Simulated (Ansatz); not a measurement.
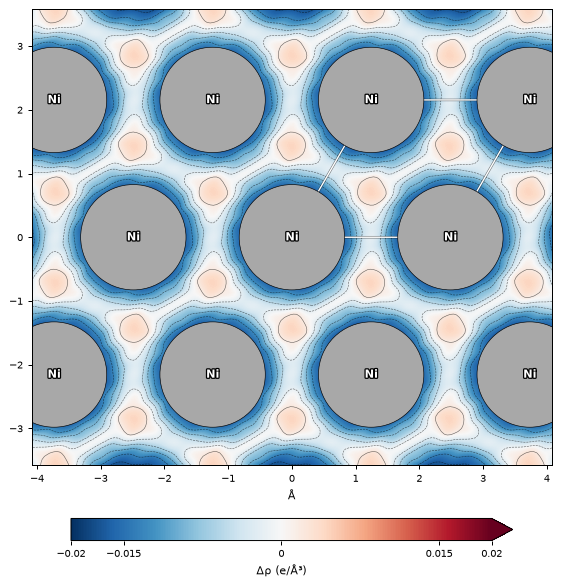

Ni. Difference of the valence pseudo-densities of two functionals at the same geometry, on the (100) plane of the calculation cell: one of LDA and r2SCAN less the other.

Both computed with Ansatz (plane waves, PAW), on the same k-point mesh. Grey discs cover the atomic cores.

Q: Which was subtracted from which, and what does the map show?

A: It is r2SCAN less LDA. Against LDA, r2SCAN gives less density around Ni (−0.008 e/Å³ on average at 1.0 Å from the nucleus).
